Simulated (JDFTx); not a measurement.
# Energy of LiH along an even scaling of the cell

System: LiH (Fm-3m, 2 atoms in the cell).
Method: Kohn-Sham DFT of a periodic cell, LDA, PseudoDojo-SR-LDA-0.4.1-standard, no spin polarisation (JDFTx 1.7.0 (patched build)).

The 7 runs differ only in the geometry, by an even scaling of the cell at fixed fractional positions. The structure derives from an entry of the Crystallography Open Database.

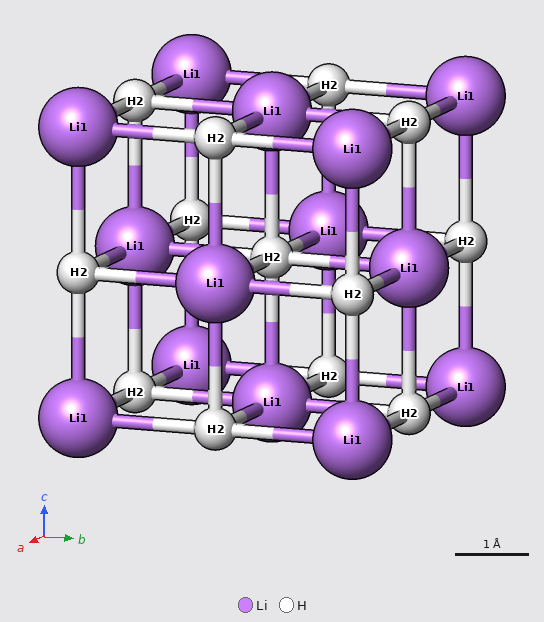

Figure 1. The structure of run 4 (ball-and-stick view of the cell 4 times as large as that of the calculation, set on its symmetry axes, seen slightly off an axis; atoms are numbered from 1 in the order of the input). An atom can appear more than once, as a periodic image.

### Input of run 4
```
lattice Face-Centered Cubic 7.6977993687
coords-type Lattice
ion Li     0.0000000000     0.0000000000     0.0000000000 1
ion H      0.5000000000     0.5000000000     0.5000000000 1

ion-species pseudo/Li.upf
ion-species pseudo/H.upf
elec-cutoff 37 296
elec-ex-corr lda-PW
kpoint-folding 11 11 11
elec-smearing Fermi 0.0018374661
elec-n-bands 7
electronic-SCF nIterations 100 energyDiffThreshold 1e-09
electronic-minimize nIterations 30 energyDiffThreshold 1e-7
forces-output-coords Cartesian

dump-name run.$VAR
dump End Ecomponents EigStats BandEigs Kpoints Forces Stress
```

Command:
```bash
jdftx -c 1 -i LiH.in -o LiH.out
```

Lattice vectors (Å) and fractional positions of run 4:
```
   0.000000    2.036750    2.036750
   2.036750    0.000000    2.036750
   2.036750    2.036750    0.000000
Li  0.000000  0.000000  0.000000
H   0.500000  0.500000  0.500000
```

Run 3 has the same physical settings and fractional positions; its lattice vectors (Å) are:
```
   0.000000    2.023080    2.023080
   2.023080    0.000000    2.023080
   2.023080    2.023080    0.000000
```

### Results, with one run withheld

| run | volume per atom (Å³) | free energy per atom, from the lowest run given (meV) | pressure (GPa) | gap on the mesh (eV) |
| --- | --- | --- | --- | --- |
| 1 | 7.942 | 0.00 | −2.29 | 2.81 |
| 2 | 8.111 | 2.73 | −2.96 | 2.82 |
| 3 | 8.280 | ? | ? | ? |
| 4 | 8.449 | 10.14 | −4.11 | 2.85 |
| 5 | 8.618 | 14.70 | −4.61 | 2.86 |
| 6 | 8.787 | 19.76 | −5.06 | 2.87 |
| 7 | 8.956 | 25.28 | −5.47 | 2.88 |

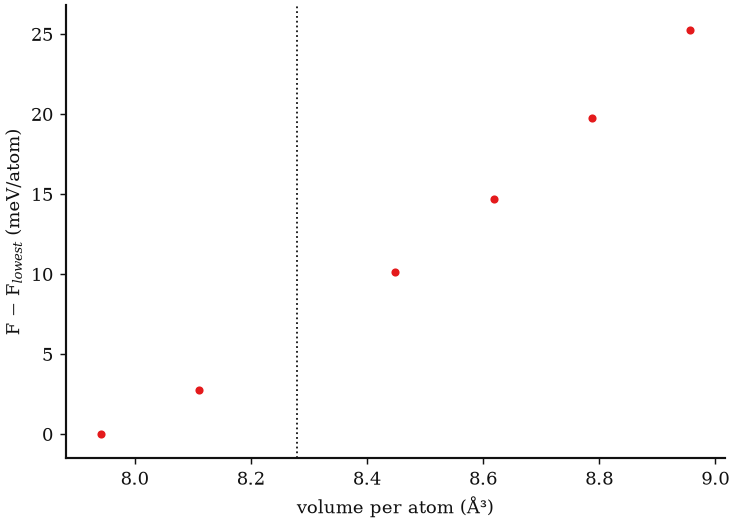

Figure 2. Free energy per atom of the runs given; the dotted line marks run 3.

Estimate the energy of run 3 from the others.

A cubic polynomial in V^(−2/3) (the Birch–Murnaghan form), fitted to the 6 runs given, misses them by under 0.01 meV per atom. With x = V^(−2/3) − 0.24077 Å⁻², it reads F = 10.533 − 1355.2 x + 33672 x² − 44952 x³ (meV per atom). At run 3 it gives 6.13 meV per atom, and the run itself gives 6.13. The slope of the fit gives a pressure −dF/dV of −3.52 GPa there, and the run prints −3.56 GPa. The fit has no minimum inside this range. The gap on the mesh goes, without turning, from 2.81 eV in run 1 to 2.88 eV in run 7; run 3 has 2.84 eV. These are gaps of this functional on this mesh, which can miss the band edges; they aren't the measured gap.

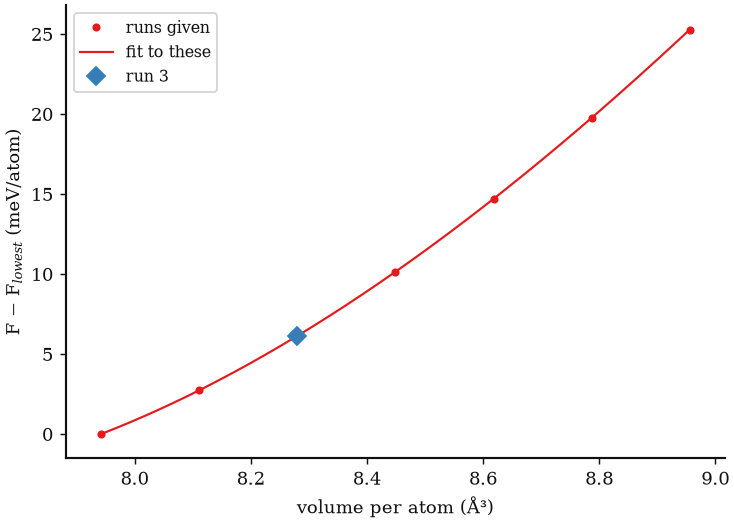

Figure 3. The fit and the withheld run.

### Some lines of the output (run 3)
```
[...]
unit cell volume = 111.755
     Etot =       -7.7243145334703787
        F =       -7.7243145334703796
	HOMO-LUMO gap: +0.104282
	Optical gap  : +0.104282 at state 35 ( [ +0.000000 +0.454545 -0.454545 ] spin 0 )
```
